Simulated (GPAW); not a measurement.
System: La₂O₃, space group P-3m1 (No. 164).

Input file:
```
from ase import Atoms
from ase.eos import EquationOfState
from ase.io import Trajectory
from ase.units import GPa
from ase.parallel import parprint
from gpaw import GPAW, PW

atoms = Atoms(['La', 'La', 'O', 'O', 'O'],
              cell=[[3.930777878, 0.0, 0.0],
                    [-1.965388939, 3.404153499, 0.0],
                    [0.0, 0.0, 6.11195352]],
              scaled_positions=[[0.3333333333, 0.6666666667, 0.24623568],
                                [0.6666666667, 0.3333333333, 0.75376432],
                                [0.0, 0.0, 0.0],
                                [0.3333333333, 0.6666666667, 0.64589065],
                                [0.6666666667, 0.3333333333, 0.35410935]],
              pbc=True)

traj = Trajectory('eos.traj', 'w')
volumes, energies = [], []
for x in [0.94, 0.96, 0.98, 1.0, 1.02, 1.04, 1.06]:
    a = atoms.copy()
    a.set_cell(atoms.cell * x**(1 / 3), scale_atoms=True)
    calc = GPAW(mode=PW(800),
                xc='MGGA_X_R2SCAN+MGGA_C_R2SCAN',
                kpts={'size': (5, 5, 3), 'gamma': True},
                occupations={'name': 'fermi-dirac', 'width': 0.05},
                nbands=42,
                convergence={'density': 1e-05, 'energy': 1e-05},
                maxiter=150,
                txt=f'eos-{x:.2f}.txt')
    a.calc = calc
    energies.append(a.get_potential_energy(force_consistent=True))
    volumes.append(a.get_volume())
    p = -a.get_stress()[:3].mean() / GPa
    calc.write(f'eos-{x:.2f}.gpw')
    traj.write(a)
    parprint(f'{x:.2f} {volumes[-1]:10.4f} A^3 {energies[-1]:14.6f} eV {p:9.3f} GPa', flush=True)

v0, e0, B = EquationOfState(volumes, energies, eos='birchmurnaghan').fit()
parprint(f'V0 = {v0:.4f} A^3, E0 = {e0:.6f} eV, B0 = {B / GPa:.2f} GPa')
```

Run as:
```bash
OMP_NUM_THREADS=1 mpirun -n 4 gpaw python run.py
```

Calculation (GPAW 26.7.0): PAW DFT in plane waves, on a grid or in atomic orbitals, no spin polarisation; energies at scaled volumes of the given cell, shape and fractions fixed, counted from the fit's minimum, third-order Birch-Murnaghan fit. Level: r2SCAN.

k mesh 5×5×3; occupations Fermi–Dirac; smearing width 0.05 eV; potentials GPAW PAW data sets (gpaw data 1.2.1); wave cutoff 800 eV; program settings basis pw.

What does the calculation give for the energy against volume? The volume takes the values 15.38, 15.70, 16.03, 16.36, 16.68, 17.01, 17.34 Å³/atom.

A third-order Birch–Murnaghan fit gives V0 = 16.48 Å³/atom, B0 = 139 GPa and B′ = 4.4. The energy is 36.49 meV/atom at volume 15.38 Å³/atom and 17.56 meV/atom at 17.34 Å³/atom; the lowest computed point is at volume 16.36 Å³/atom (0.37 meV/atom).

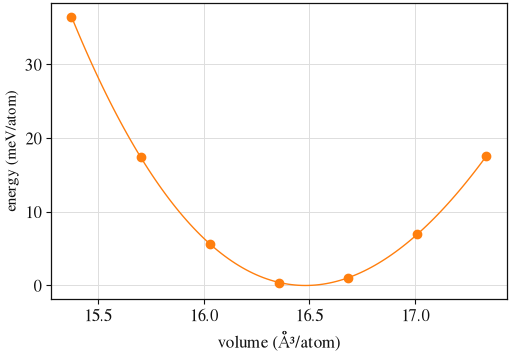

Keep in mind: compensation charges of f shells cut short; shape and atomic fractions are frozen while scaling, which makes layered, chain and framework solids too stiff.
